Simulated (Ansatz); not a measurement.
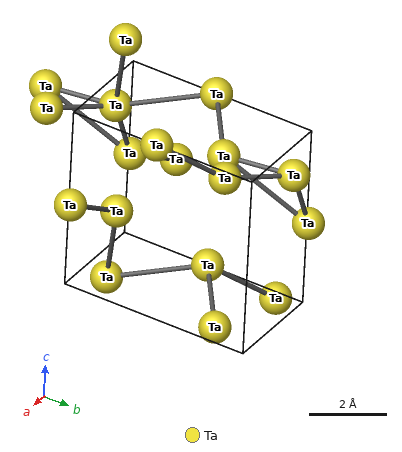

This is the input geometry for a relaxation of crystalline Ta (built on the random type) (coarse preliminary run). Style: ball-and-stick. Shown: the cell of the calculation, slightly off an axis.

Case: random cell without symmetry.

The calculation used DFT PBE, scalar-relativistic, plane waves, PAW (Ansatz).

The input:
```yaml
crystal:
  lattice:
    - [5.9607271358, 0.0, 0.0]
    - [2.5173186722, 5.5627470067, 0.0]
    - [-0.8913908763, -0.7456316608, 4.313139019]
  atoms:
    - { symbol: Ta, position: [0.3500854842, 0.576920146, 0.1491519783] }
    - { symbol: Ta, position: [0.7576236674, 0.1890290508, 0.4289917923] }
    - { symbol: Ta, position: [0.2014993629, 0.0722032809, 0.5494764607] }
    - { symbol: Ta, position: [0.6163794141, 0.7178258487, 0.9242911511] }
    - { symbol: Ta, position: [0.8672655251, 0.8089856078, 0.9057407704] }
    - { symbol: Ta, position: [0.4758415061, 0.0641248028, 0.9086598682] }
basis:
  ecutwfc: 420
kpoints:
  mp_grid: { grid: [4, 4, 4] }
hamiltonian:
  xc: pbe
scf:
  occupations: { method: gaussian, width: 0.1 }
  lower_state_search: "off"
output:
  forces: true
  stress: true
  eigenvalues: true
relax:
  adjacent_minimum: "off"
  f_tol: 0.04
  max_steps: 70
  cell: { stress_tol: 0.4 }
```

Q: What does the optimiser find from here?

A: The largest move relative to the cell is that of Ta2, 1.35 Å along [1 1 2]. The drawn cell changes as follows: a 5.961 → 5.544 Å (−7.0 %), b 6.106 → 6.727 Å (+10.2 %), c 4.467 → 3.235 Å (−27.6 %), α 103.6° → 90.0°, β 101.5° → 107.0°, γ 65.7° → 72.5°; the volume changes by −23.4 %. Some distances before and after: Ta1–Ta2 5.449 → 2.872 Å, Ta2–Ta3 5.234 → 2.878 Å, Ta1–Ta2 (another image) 5.217 → 2.871 Å, Ta1–Ta6 4.889 → 2.878 Å. New bonds form: Ta1–Ta2 (5.22 → 2.87 Å), Ta1–Ta2 (5.45 → 2.87 Å), Ta1–Ta4 (3.58 → 2.87 Å), Ta1–Ta5 (4.47 → 2.88 Å). Bonds break: Ta4–Ta6 (1.94 → 3.36 Å). Bond angles that change, for instance: Ta2–Ta3–Ta6 142.9° → 71.5°, Ta3–Ta2–Ta6 131.4° → 71.5°, Ta1–Ta6–Ta5 120.6° → 180.0°. The space group (tolerance 0.01 Å) goes from P1 (No. 1) to Immm (No. 71). The energy falls by 4622 meV per atom in 16 accepted moves (18 points after the start). The largest force component goes from 37 to 0.004 eV/Å. The pressure goes from 47.04 to 0.00 GPa. The line search rejected the trial step at point 16 of the run. At 1 point the geometry stayed and the basis and grid were re-selected for the new cell (energy shift of 1.5 meV per atom at most each time). The run took roughly 2.9 core-minutes on a shared host.

The structure at the end:

```
CELL_PARAMETERS angstrom
5.54149 -0.14386 -0.10686
2.20602 6.29534 0.86967
-0.88803 -0.12116 3.10835
ATOMIC_POSITIONS crystal
Ta 0.21142 0.48820 0.31105
Ta 0.87810 0.32148 0.64437
Ta 0.21149 0.98815 0.31107
Ta 0.54487 0.65484 0.97775
Ta 0.87811 0.82156 0.64438
Ta 0.54470 0.15485 0.97769
```

The end point in the same view:

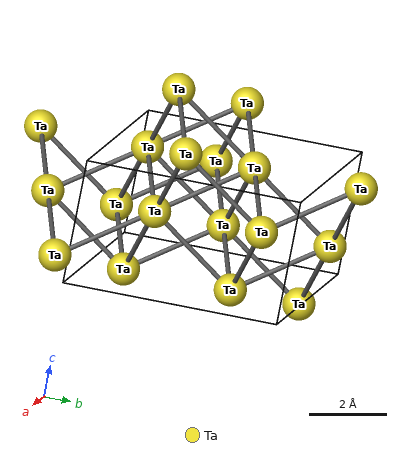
